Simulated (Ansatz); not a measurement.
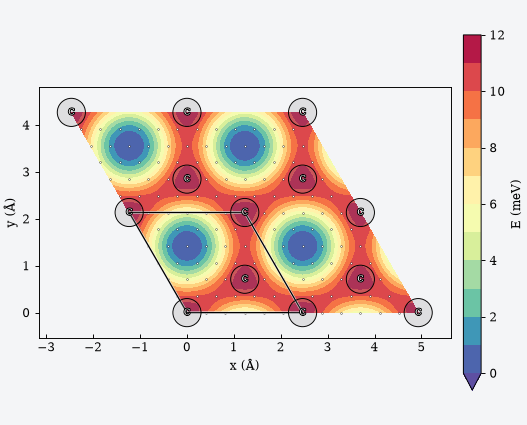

Si on a two-dimensional sheet of C (8 atoms of substrate and one adsorbate in a 2 × 2 cell). Si is moved over the surface cell at a fixed height above a rigid substrate; the origin of the map has the adsorbate above C1; the height is held at 3.40 Å. Places are given modulo a cell vector. The map is drawn in real space over the plane of the surface. The scan uses a 6 × 6 grid; 7 points were computed and 29 follow by symmetry. Places are given in fractions of the 1 × 1 surface cell. Energies are in meV, from the lowest grid point. At a fixed height the lowest place need not be the adsorption site. Theory: DFT PBE+D3(BJ), scalar-relativistic, plane waves, PAW (Ansatz). Settings: cutoff 420 eV, k-mesh 6×6×1, gaussian smearing 0.1 eV, spin-polarised.

Drawn: filled contours, dots at the grid points, labelled circles for the atoms of the top layer, the outline of one cell of the 2 × 2 shown. Between grid points the surface is interpolated.

The lowest grid point is at a sixfold hollow, (2/6, 4/6) of the cell vectors. No other kind of well shows on this grid. The highest grid point, the top site over a surface C atom, (0/6, 0/6) of the cell vectors, lies 11.5 meV above the lowest. At the lowest point the adsorbate has 6 C at 3.69 Å as nearest neighbours, at the highest 1 C at 3.40 Å.

The scan is repeated with another setting: the height is held at 2.80 Å; all else is set up alike.

### How does the landscape change?

The minimum (interpolated where it lies between grid points) moves from a sixfold hollow, (2/6, 4/6) of the cell vectors to the top site over a surface C atom, (0/6, 0/6) of the cell vectors. The highest place moves from the top site over a surface C atom, (0/6, 0/6) of the cell vectors to a sixfold hollow, (2/6, 4/6) of the cell vectors. The span from the lowest to the highest grid point grows from 11.5 to 77.6 meV. In the new map: at the lowest point the adsorbate has 1 C at 2.80 Å as nearest neighbours, at the highest 6 C at 3.14 Å.

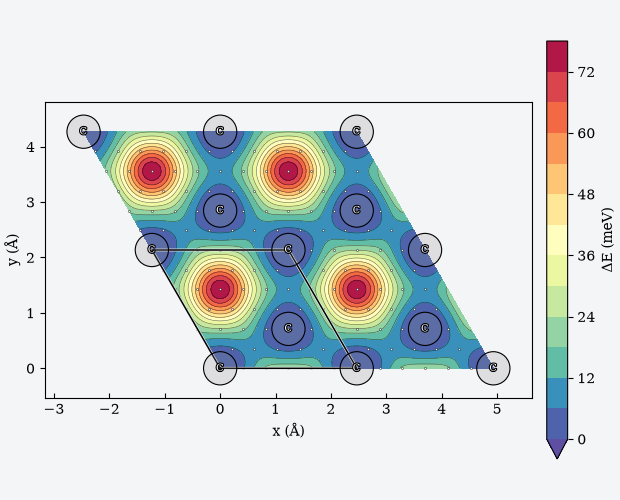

The map after the change, on a colour scale of its own. Drawn: filled contours, dots at the grid points, labelled circles for the atoms of the top layer, the outline of one cell of the 2 × 2 shown. Between grid points the surface is interpolated.

PAW datasets: the set soft_1.
